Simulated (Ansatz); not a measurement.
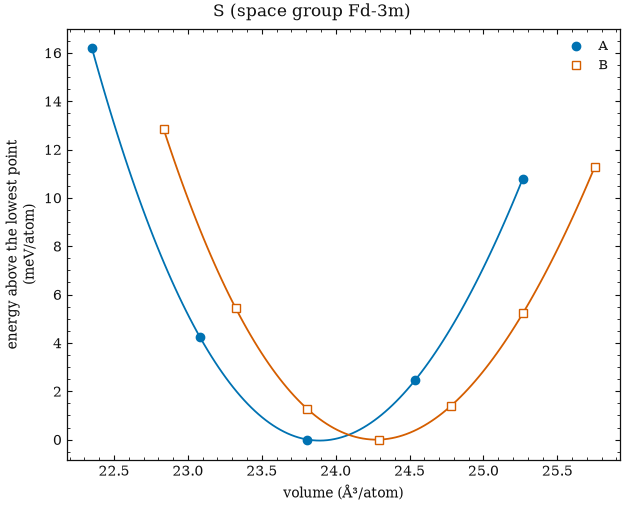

The figure shows the energy above the lowest point against volume, with one curve for each functional, for S (space group Fd-3m). The labels are replaced by letters. In alphabetical order the cases are: PBE; r2SCAN.

Calculation (Ansatz 0.2.0 development build): equation of state of a cubic crystal from periodic Kohn-Sham density functional theory without spin, third-order Birch-Murnaghan fit to the free energies; pressure corrected for the finite basis.

```csv
setting,value
structure type,diamond
atoms in cell,2
space group number,227
lattice centring,face-centred primitive
occupation method,Fermi–Dirac
datasets,soft-1 PAW
density tolerance,1e-07 eV
bands,10
density cutoff ratio,4
search for lower states,default
```

Q: Which letter stands for which functional?

A: A: r2SCAN; B: PBE.

Caveats: cubic model structure, not the ambient form; modest k-mesh, values are not fully converged in k.
